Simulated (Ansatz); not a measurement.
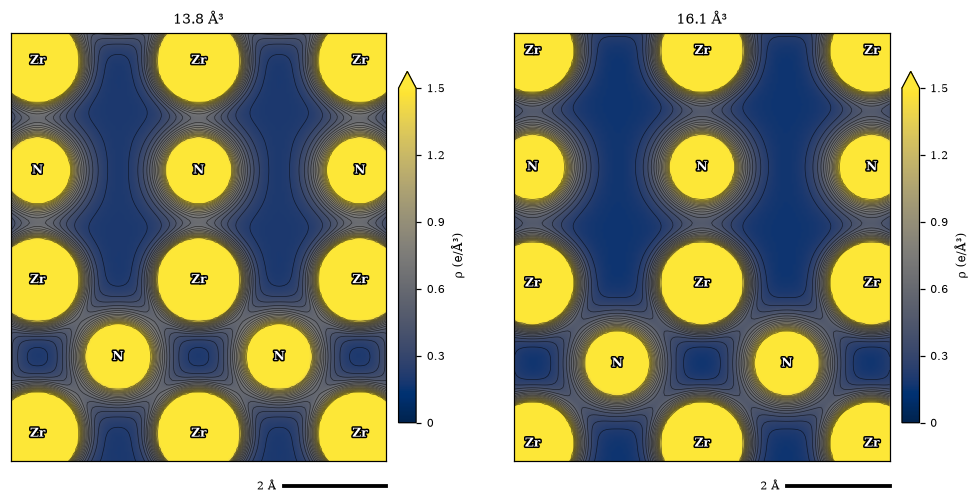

Zr2N. The valence pseudo-density of cells scaled evenly to different volumes (given per atom above each panel), on the (110) plane of each (indices in the axes of the cell below), at one length scale and on one colour scale.

A structure from a database of computed crystals, not necessarily the ambient phase.

Level of theory: DFT PBEsol, scalar-relativistic, plane waves, PAW (Ansatz 0.2.0).

The largest cell:

```
CELL_PARAMETERS angstrom
5.41300 0.00000 0.00000
0.00000 5.41300 0.00000
0.00000 0.00000 3.30779
ATOMIC_POSITIONS crystal
Zr 0.29613 0.29613 0.00000
Zr 0.70387 0.70387 0.00000
Zr 0.79613 0.20387 0.50000
Zr 0.20387 0.79613 0.50000
N 0.00000 0.00000 0.00000
N 0.50000 0.50000 0.50000
```

| volume (Å³/atom) | Zr–N contact in the plane (Å) | ρ at its midpoint (e/Å³) | pressure (GPa) | 
| --- | --- | --- | --- |
| 13.84 | 2.138 | 0.647 | 30.7 | 
| 14.79 | 2.214 | ? | ? | 
| 16.15 | 2.274 | 0.482 | −4.9 | 

Question: What values belong in the row with question marks?

Answer: Over the known rows ln ρ falls by 2.16 per Å of Zr–N distance (the line through the two), which gives 0.549 e/Å³ at 2.214 Å; the calculation gives 0.548 e/Å³. For the pressure, a straight line in volume between the neighbouring rows gives 16.1 GPa; the calculation gives 13.0, lower because pressure rises ever faster on compression.
